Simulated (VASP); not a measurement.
**Quasiparticle energies of AgBr (Bromargyrite) in VASP**

How does the gap of AgBr (Bromargyrite) change from the starting functional to GW? The cell is of the rock-salt type, one of the forms listed for this formula. The start is a cell from a database of measured crystal structures.

Main program and level: VASP 6.6.1; PBE, spin-orbit coupling; plane waves and PAW (Ag_GW, Br_GW), in the first sound run; inputs show where later runs differ.

## Step 1: The structure

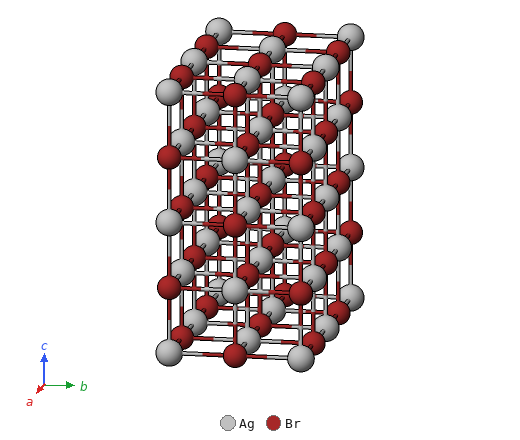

Start, viewed slightly off an axis; silver light grey, bromine red. 2×1×2 cells are drawn. This picture shows the conventional cell, with its axes. Some periodic images of atoms are drawn too.

Coordinates:

```
Ag Br
1.0
     0.00000    2.88725    2.88725
     2.88725    0.00000    2.88725
     2.88725    2.88725    0.00000
Ag Br
1 1
Direct
  0.00000 0.00000 0.00000
  0.50000 0.50000 0.50000
```

## Step 2: Ground state

The orbitals come from a self-consistent PBE run with a tight EDIFF and a narrow smearing. KPOINTS_OPT adds the bands along a path, which shows whether the mesh holds the band edges.

Contents of INCAR:

```
SYSTEM = AgBr
PREC = Accurate
ENCUT = 300
EDIFF = 1E-08
NELM = 100
ISMEAR = 0
SIGMA = 0.01
LREAL = .FALSE.
ALGO = Normal
GGA = PE
LNONCOLLINEAR = .TRUE.
MAGMOM = 0 0 0 0 0 0
NBANDS = 30
GGA_COMPAT = .FALSE.
LASPH = .TRUE.
LSORBIT = .TRUE.
LMAXMIX = 4
LORBIT = 11
LWAVE = .TRUE.
LCHARG = .FALSE.
KPAR = 8
```

Contents of POSCAR:

```
AgBr
1.0
    0.0000000000      2.8872500000      2.8872500000
    2.8872500000      0.0000000000      2.8872500000
    2.8872500000      2.8872500000      0.0000000000
Ag Br
1 1
Direct
    0.0000000000      0.0000000000      0.0000000000
    0.5000000000      0.5000000000      0.5000000000
```

Contents of KPOINTS:

```
Automatic mesh
0
Gamma
4 4 4
0 0 0
```

Contents of KPOINTS_OPT:

```
Line mode
12
Line-mode
Reciprocal
  0.00000000   0.00000000   0.00000000 GAMMA
  0.50000000   0.00000000   0.50000000 X

  0.50000000   0.00000000   0.50000000 X
  0.50000000   0.25000000   0.75000000 W

  0.50000000   0.25000000   0.75000000 W
  0.37500000   0.37500000   0.75000000 K

  0.37500000   0.37500000   0.75000000 K
  0.00000000   0.00000000   0.00000000 GAMMA

  0.00000000   0.00000000   0.00000000 GAMMA
  0.50000000   0.50000000   0.50000000 L

  0.50000000   0.50000000   0.50000000 L
  0.62500000   0.25000000   0.62500000 U

  0.62500000   0.25000000   0.62500000 U
  0.50000000   0.25000000   0.75000000 W

  0.50000000   0.25000000   0.75000000 W
  0.50000000   0.50000000   0.50000000 L

  0.50000000   0.50000000   0.50000000 L
  0.37500000   0.37500000   0.75000000 K

  0.62500000   0.25000000   0.62500000 U
  0.50000000   0.00000000   0.50000000 X
```

PAW data sets: Ag_GW and Br_GW (PBE family, release 64).

The run is started by

```
mpirun -np 8 vasp_ncl
```

Output:

```text
[banner, memory and clock lines left out]
running    8 mpi-ranks, on    1 nodes
 distrk:  each k-point on    1 cores,    8 groups
 distr:  one band on    1 cores,    1 groups

 POSCAR found type information on POSCAR AgBr
 POSCAR found :  2 types and       2 ions
|                                                                             |
|           W    W    AA    RRRRR   N    N  II  N    N   GGGG   !!!           |
|           W    W   A  A   R    R  NN   N  II  NN   N  G    G  !!!           |
|           W    W  A    A  R    R  N N  N  II  N N  N  G       !!!           |
|           W WW W  AAAAAA  RRRRR   N  N N  II  N  N N  G  GGG   !            |
|           WW  WW  A    A  R   R   N   NN  II  N   NN  G    G                |
|           W    W  A    A  R    R  N    N  II  N    N   GGGG   !!!           |
|                                                                             |
|     For optimal performance we recommend to set                             |
|       NCORE = 2 up to number-of-cores-per-socket                            |
|     NCORE specifies how many cores store one orbital (NPAR=cpu/NCORE).      |
|     This setting can greatly improve the performance of VASP for DFT.       |
|     The default, NCORE=1 might be grossly inefficient on modern             |
|     multi-core architectures or massively parallel machines. Do your        |
|     Unfortunately you need to use the default for GW and RPA                |
|     calculations (for HF NCORE is supported but not extensively tested      |
|     yet).                                                                   |
|                                                                             |

 LDA part: xc-table for (Slater+PW92), standard interpolation
 POSCAR, INCAR and KPOINTS ok, starting setup
 FFT: planning ... GRIDC
 FFT: planning ... GRID_SOFT
 FFT: planning ... GRID
 WAVECAR not read
 entering main loop
       N       E                     dE             d eps       ncg     rms          rms(c)
DAV:   1     0.919144804955E+02    0.91914E+02   -0.58245E+03   480   0.687E+02
DAV:   2     0.156175327776E+00   -0.91758E+02   -0.86357E+02   556   0.216E+02
DAV:   3    -0.501406981767E+01   -0.51702E+01   -0.51348E+01   602   0.530E+01
DAV:   4    -0.515718840383E+01   -0.14312E+00   -0.14294E+00   688   0.754E+00
DAV:   5    -0.516176529693E+01   -0.45769E-02   -0.45765E-02   654   0.124E+00    0.431E+00
DAV:   6    -0.504399333848E+01    0.11777E+00   -0.17568E-01   614   0.687E+00    0.350E+00
DAV:   7    -0.503824235289E+01    0.57510E-02   -0.76402E-02   564   0.187E+00    0.167E+00
DAV:   8    -0.503817914260E+01    0.63210E-04   -0.65772E-03   680   0.932E-01    0.581E-01
DAV:   9    -0.503816645455E+01    0.12688E-04   -0.42552E-04   686   0.198E-01    0.152E-01
DAV:  10    -0.503821497567E+01   -0.48521E-04   -0.18880E-04   534   0.163E-01    0.215E-02
DAV:  11    -0.503824791515E+01   -0.32939E-04   -0.88839E-05   550   0.161E-01    0.248E-02
DAV:  12    -0.503823904130E+01    0.88738E-05   -0.14045E-05   626   0.687E-02    0.367E-03
DAV:  13    -0.503823918672E+01   -0.14541E-06   -0.47713E-06   718   0.165E-02    0.132E-03
DAV:  14    -0.503823915730E+01    0.29421E-07   -0.28423E-07   610   0.456E-03    0.295E-04
DAV:  15    -0.503823914973E+01    0.75640E-08   -0.31947E-08   558   0.105E-03
   1 F= -.50382391E+01 E0= -.50382391E+01  d E =-.606858E-46  mag=     0.0000    -0.0000    -0.0000
 Start KPOINTS_OPT (optional k-point list driver)
k-point batch [1-8\120]
       N       E                     dE             ncg
DAV:   1     0.726506886099E+03   -0.12103E+03      480
DAV:   2    -0.206071704776E+02   -0.74711E+03      558
DAV:   3    -0.606002604092E+02   -0.39993E+02      564
DAV:   4    -0.617214815871E+02   -0.11212E+01      786
DAV:   5    -0.617569851058E+02   -0.35504E-01      622
DAV:   6    -0.617610446111E+02   -0.40595E-02      872
DAV:   7    -0.617610553265E+02   -0.10715E-04      594
DAV:   8    -0.617610554550E+02   -0.12851E-06      720
DAV:   9    -0.617610554570E+02   -0.20114E-08      432
[...]
k-point batch [113-120\120]
       N       E                     dE             ncg
DAV:   1     0.656759813991E+03   -0.32134E+04      480
DAV:   2    -0.482360090025E+02   -0.70500E+03      578
DAV:   3    -0.855328505927E+02   -0.37297E+02      626
DAV:   4    -0.863444541638E+02   -0.81160E+00      634
DAV:   5    -0.863736643111E+02   -0.29210E-01      724
DAV:   6    -0.863759093990E+02   -0.22451E-02      722
DAV:   7    -0.863759339201E+02   -0.24521E-04      716
DAV:   8    -0.863759350781E+02   -0.11580E-05      652
DAV:   9    -0.863759350812E+02   -0.30701E-08      566
 writing wavefunctions
```

It took 17 s on 8 MPI ranks of Intel Xeon Platinum 8488C (Sapphire Rapids), shared host; peak memory 1.6 GiB; 2.1 min of CPU time.

Lines that name or quote the potential files are left out of all logs, and their timing lines are given in words.

From OUTCAR (step 2):

```text
ion  position               nearest neighbor table
   1  0.000  0.000  0.000-   2 2.89   2 2.89   2 2.89   2 2.89   2 2.89   2 2.89
   2  0.500  0.500  0.500-   1 2.89   1 2.89   1 2.89   1 2.89   1 2.89   1 2.89

  LATTYP: Found a face centered cubic cell.
 ALAT       =     5.7745000000

 Subroutine GETGRP returns: Found 48 space group operations
 (whereof 48 operations were pure point group operations)

The static configuration has the point symmetry O_h .

 Found      8 irreducible k-points:

   k-points           NKPTS =      8   k-points in BZ     NKDIM =      8   number of bands    NBANDS=     30

   dimension x,y,z NGX =    24 NGY =   24 NGZ =   24
   dimension x,y,z NGXF=    48 NGYF=   48 NGZF=   48

   ENCUT  =  300.0 eV  22.05 Ry    4.70 a.u.   5.77  5.77  5.77*2*pi/ulx,y,z

   NELECT =      18.0000    total number of electrons

 k-points in reciprocal lattice and weights: Automatic mesh
   0.00000000  0.00000000  0.00000000       0.016
   0.25000000  0.00000000  0.00000000       0.125
   0.50000000  0.00000000  0.00000000       0.062
   0.25000000  0.25000000  0.00000000       0.094
   0.50000000  0.25000000  0.00000000       0.375
  -0.25000000  0.25000000  0.00000000       0.188
   0.50000000  0.50000000  0.00000000       0.047
  -0.25000000  0.50000000  0.25000000       0.094

 average (electrostatic) potential at core
       1 -89.0574       2 -61.9754

 E-fermi :   3.6628

 k-point     1 :       0.0000    0.0000    0.0000
  band No.  band energies     occupation
    ...
     14       1.2421      1.00000
     15       1.7830      1.00000
     16       1.7830      1.00000
     17       1.7830      1.00000
     18       1.7830      1.00000
     19       4.1243      0.00000
     20       4.1243      0.00000
     21      13.3580      0.00000
     22      13.3580      0.00000
     23      13.3580      0.00000
    ...

 k-point     2 :       0.2500    0.0000    0.0000
  band No.  band energies     occupation
    ...
     14       1.3153      1.00000
     15       2.6686      1.00000
     16       2.6686      1.00000
     17       2.8306      1.00000
     18       2.8306      1.00000
     19       6.3151      0.00000
     20       6.3151      0.00000
     21      10.5984      0.00000
     22      10.5984      0.00000
     23      11.5911      0.00000
    ...

 k-point     3 :       0.5000    0.0000    0.0000
  band No.  band energies     occupation
    ...
     14       1.4811      1.00000
     15       3.4181      1.00000
     16       3.4181      1.00000
     17       3.5635      1.00000
     18       3.5635      1.00000
     19       7.2327      0.00000
     20       7.2327      0.00000
     21       9.9475      0.00000
     22       9.9475      0.00000
     23      10.1453      0.00000
    ...

  Total        0.4448800      0.4448800      0.4448800     -0.0000000     -0.0000000      0.0000000
  in kB       14.8071113     14.8071113     14.8071113     -0.0000000     -0.0000000      0.0000000
  external PRESSURE =      14.8071113 kB  Pullay stress =       0.0000000 kB

  energy-cutoff  :      300.00
  volume of cell :       48.14
      direct lattice vectors                 reciprocal lattice vectors
     0.000000000  2.887250000  2.887250000    -0.173175167  0.173175167  0.173175167
     2.887250000  0.000000000  2.887250000     0.173175167 -0.173175167  0.173175167
     2.887250000  2.887250000  0.000000000     0.173175167  0.173175167 -0.173175167

 POSITION                                       TOTAL-FORCE (eV/Angst)
 -----------------------------------------------------------------------------------
      0.00000      0.00000      0.00000        -0.000000      0.000000      0.000000
      2.88725      2.88725      2.88725         0.000000      0.000000     -0.000000
 -----------------------------------------------------------------------------------
    total drift:                               -0.000000     -0.000000     -0.000000

  FREE ENERGIE OF THE ION-ELECTRON SYSTEM (eV)
  ---------------------------------------------------
  free  energy   TOTEN  =        -5.0382391497 eV

  energy  without entropy=       -5.0382391497  energy(sigma->0) =       -5.03823915

 Spin-Orbit-Coupling matrix elements
 Ion:    1  E_soc:     -0.0450203
 Ion:    2  E_soc:     -0.0699830

 total charge
# of ion       s       p       d       f       tot
--------------------------------------------------
    1        0.260   0.195   9.487   0.014   9.956
    2        1.607   3.162   0.025   0.000   4.795
--------------------------------------------------
tot          1.867   3.358   9.512   0.014  14.751

 magnetization (x)
# of ion       s       p       d       f       tot
--------------------------------------------------
    1        0.000   0.000   0.000   0.000   0.000
    2       -0.000  -0.000  -0.000   0.000  -0.000
--------------------------------------------------
tot          0.000  -0.000  -0.000   0.000  -0.000

 magnetization (y)
# of ion       s       p       d       f       tot
--------------------------------------------------
    1        0.000  -0.000   0.000   0.000   0.000
    2       -0.000  -0.000   0.000   0.000  -0.000
--------------------------------------------------
tot          0.000  -0.000   0.000   0.000   0.000

 magnetization (z)
# of ion       s       p       d       f       tot
--------------------------------------------------
    1        0.000  -0.000  -0.000   0.000   0.000
    2       -0.000   0.000   0.000   0.000   0.000
--------------------------------------------------
tot          0.000   0.000  -0.000   0.000   0.000

[... 3 further parts left out ...]
```

LASPH is switched on together with spin-orbit coupling, so the change from the scalar run holds both.

Numbers from this step:

```yaml
free_energy_toten: -5.038 eV
fermi_energy: 3.663 eV
pressure: 1.481 GPa
least_gap_on_mesh_and_path: 0.5608 eV
least_direct_gap_on_mesh_and_path: 2.341 eV
```

The spin moment in the PAW sphere vanishes on all atoms.

On-site spin-orbit energy by atom:

```tsv
atom	on-site spin-orbit energy (eV)
Ag1	-0.0450
Br2	-0.0700
```

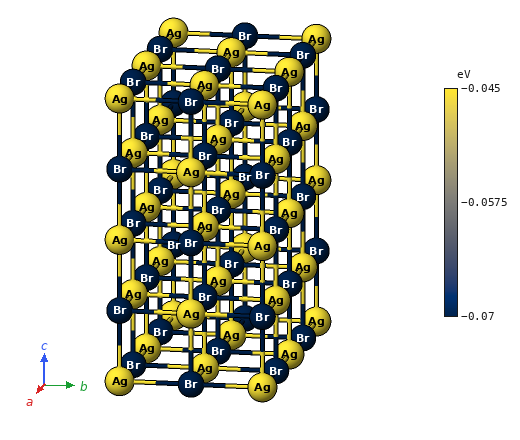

Atoms coloured by on-site spin-orbit energy. 2×1×2 conventional cells are drawn. Some periodic images of atoms are drawn too.

The highest empty bands on the path are converged less tightly, to about 0.1 eV. The electronic bands at the labelled points (eV, zero at the valence-band top; v1 is the highest filled band, c1 the lowest empty one):

```tsv
point	v4	v3	v2	v1	c1	c2	c3	c4
Γ	-1.78	-1.78	-1.78	-1.78	0.56	0.56	9.79	9.79
X	-2.24	-2.24	-2.14	-2.14	1.53	1.53	6.99	6.99
W	-2.13	-2.13	-1.54	-1.54	3.65	3.65	7.01	7.01
K	-1.96	-1.96	-1.24	-1.24	2.87	2.87	6.73	6.73
Γ	-1.78	-1.78	-1.78	-1.78	0.56	0.56	9.79	9.79
L	-0.15	-0.15	0.00	0.00	3.67	3.67	6.38	6.38
U	-1.96	-1.96	-1.24	-1.24	2.87	2.87	6.73	6.73
W	-2.13	-2.13	-1.54	-1.54	3.65	3.65	7.01	7.01
L	-0.15	-0.15	0.00	0.00	3.67	3.67	6.38	6.38
K	-1.96	-1.96	-1.24	-1.24	2.87	2.87	6.73	6.73
jump to U	-1.96	-1.96	-1.24	-1.24	2.87	2.87	6.73	6.73
X	-2.24	-2.24	-2.14	-2.14	1.53	1.53	6.99	6.99
```

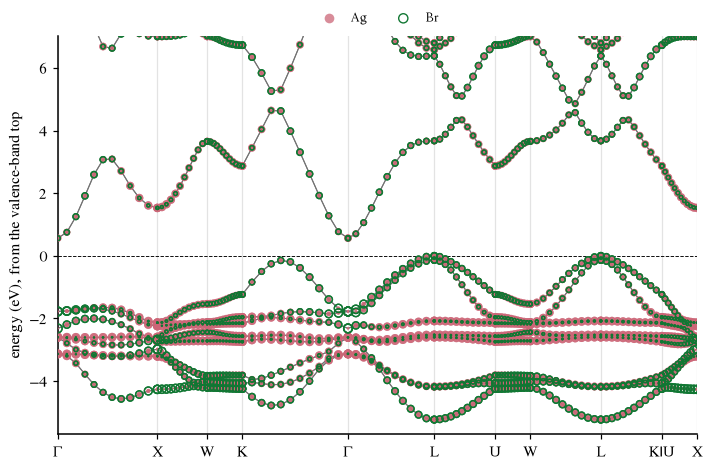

Electronic bands along the path; dots are coloured as in the legend, and their area grows with the weight.

The cell has a gap of 0.561 eV on mesh and path.

## Step 3: Empty bands, SOC yes, program vasp ncl

ALGO = Exact makes the empty bands from the converged ground state in one step. LOPTICS writes the k-derivatives of the orbitals (WAVEDER), which give the long-wavelength limit of the screening.

Contents of INCAR:

```
SYSTEM = AgBr
PREC = Accurate
ENCUT = 300
ISMEAR = 0
SIGMA = 0.01
LREAL = .FALSE.
GGA = PE
LNONCOLLINEAR = .TRUE.
MAGMOM = 0 0 0 0 0 0
NBANDS = 288
GGA_COMPAT = .FALSE.
LASPH = .TRUE.
LSORBIT = .TRUE.
LMAXMIX = 4
ALGO = Exact
NELM = 1
LWAVE = .TRUE.
LCHARG = .FALSE.
LOPTICS = .TRUE.
NEDOS = 1000
CSHIFT = 0.1
```

POSCAR is that of step 2.

KPOINTS is that of step 2.

The run is started by

```
mpirun -np 8 vasp_ncl
```

Output:

```text
[banner, memory and clock lines left out]
running    8 mpi-ranks, on    1 nodes
 distrk:  each k-point on    8 cores,    1 groups
 distr:  one band on    1 cores,    8 groups

 POSCAR found type information on POSCAR AgBr
 POSCAR found :  2 types and       2 ions
 [... a notice as in an earlier step ...]

 LDA part: xc-table for (Slater+PW92), standard interpolation
 found WAVECAR, reading the header
  number of bands has changed, file:    30 present:   288
  trying to continue reading WAVECAR, but it might fail
 POSCAR, INCAR and KPOINTS ok, starting setup
 FFT: planning ... GRIDC
 FFT: planning ... GRID_SOFT
 FFT: planning ... GRID
 reading WAVECAR
 random initialization beyond band           30
 the WAVECAR file was read successfully
 initial charge from wavefunction
 entering main loop
       N       E                     dE             d eps       ncg     rms          rms(c)
DIA:   1    -0.503823915583E+01   -0.50382E+01    0.00000E+00     0   0.000E+00
   1 F= -.50382392E+01 E0= -.50382392E+01  d E =-.147243E-16  mag=     0.0000    -0.0000    -0.0000
 writing wavefunctions
 optical routines
 imaginary and real dielectric function
 recalculating local potential from charge density
 direction            1
 direction            2
 direction            3
```

The job ended after 6.8 s (8 MPI ranks; peak memory 1.3 GiB).

From OUTCAR (step 3):

```text
The static configuration has the point symmetry O_h .

 Found      8 irreducible k-points:

   k-points           NKPTS =      8   k-points in BZ     NKDIM =      8   number of bands    NBANDS=    288

   NELECT =      18.0000    total number of electrons

 E-fermi :   3.6191

 k-point     2 :       0.2500    0.0000    0.0000
  band No.  band energies     occupation
    ...
     14       1.3154      1.00000
     15       2.6686      1.00000
     16       2.6686      1.00000
     17       2.8306      1.00000
     18       2.8306      1.00000
     19       6.3152      0.00000
     20       6.3152      0.00000
     21      10.5984      0.00000
     22      10.5984      0.00000
     23      11.5911      0.00000
    ...

 k-point     3 :       0.5000    0.0000    0.0000
  band No.  band energies     occupation
    ...
     14       1.4812      1.00000
     15       3.4181      1.00000
     16       3.4181      1.00000
     17       3.5636      1.00000
     18       3.5636      1.00000
     19       7.2327      0.00000
     20       7.2327      0.00000
     21       9.9476      0.00000
     22       9.9476      0.00000
     23      10.1453      0.00000
    ...

  Total        0.4448808      0.4448808      0.4448808     -0.0000000      0.0000000     -0.0000000
  in kB       14.8071362     14.8071362     14.8071362     -0.0000000      0.0000000     -0.0000000
  external PRESSURE =      14.8071362 kB  Pullay stress =       0.0000000 kB

 POSITION                                       TOTAL-FORCE (eV/Angst)
 -----------------------------------------------------------------------------------
      0.00000      0.00000      0.00000         0.000000      0.000000     -0.000000
      2.88725      2.88725      2.88725         0.000000      0.000000      0.000000
 -----------------------------------------------------------------------------------
    total drift:                                0.000000     -0.000000     -0.000000

  FREE ENERGIE OF THE ION-ELECTRON SYSTEM (eV)
  ---------------------------------------------------
  free  energy   TOTEN  =        -5.0382391558 eV

  energy  without entropy=       -5.0382391558  energy(sigma->0) =       -5.03823916

 plasma frequency squared (from intraband transitions) (eV^2)
  --------------------------------------------------------------------------------------
       0.000      -0.000       0.000
      -0.000       0.000      -0.000
       0.000      -0.000       0.000

 Spin-Orbit-Coupling matrix elements
 Ion:    1  E_soc:     -0.0450203
 Ion:    2  E_soc:     -0.0699831

[... 9 parts as in an earlier step ...]

[... 3 further parts left out ...]
```

WAVECAR now holds 288 bands for 18 electrons. Its independent-particle dielectric tensor has xx, yy, zz = 7.3, 7.3, 7.3 on this mesh, which isn't tested for convergence in mesh or bands and lacks local fields.

(Part 1 of 3 ends here.)

[Lines on the potential files, build, host, timing and source positions are cut from VASP's logs without a mark.]

[Logs are printed without paths, hosts, clocks, repeated set-up lines and the standing remarks that a program may print on its own settings, such as how far it seeks lower states.]

[Hosts, paths, dates, database ids (printed as entryN), source tags and the programs' standing remarks are cut or masked in the printed files.]

[Pressures printed for these runs are not shown converged in the cutoff: they can be off by several GPa and have the wrong sign.]

[In band tables of VASP the shares of atoms and orbitals are scaled to a sum of 1 inside the atoms' spheres.]
